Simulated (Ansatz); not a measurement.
System: BN, space group Cmc2_1, 4 atoms in the cell, uniaxial (y) strain −5.0%.

```xyz
4
Lattice="2.5439 0.0000 0.0000 -1.2720 2.0941 0.0000 0.0000 0.0000 4.2078" Properties=species:S:1:pos:R:3 pbc="T T T"
B     1.2720    0.6986    0.0026
B     0.0000    1.3954    2.1065
N     1.2720    0.7100    1.5753
N     0.0000    1.3841    3.6792
```

Ansatz; DFT, r2SCAN, plane waves, PAW, no spin polarisation, 12×12×6 k mesh, 500 eV cutoff.

Predict the main features of the density of states.

There is a gap; over the k points computed it is 5.30 eV (indirect; the smallest direct gap is 8.54 eV). Within the window shown, the tallest peak of the filled states lies 3.8 eV under the valence-band top, at about 2.2 states per eV and cell.

The cell is at 22 GPa in this functional.

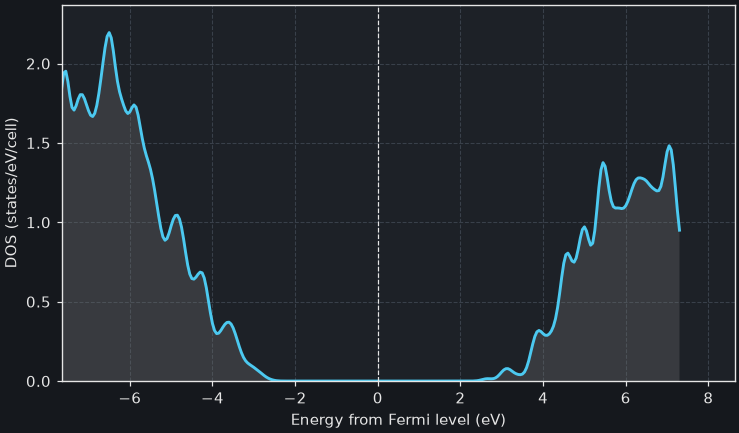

Density of states. Energies are counted from the Fermi level, put mid-gap where there is a gap. The curve is built from the levels of the k mesh with Gaussians 0.3 eV wide, which also blur the band edges.
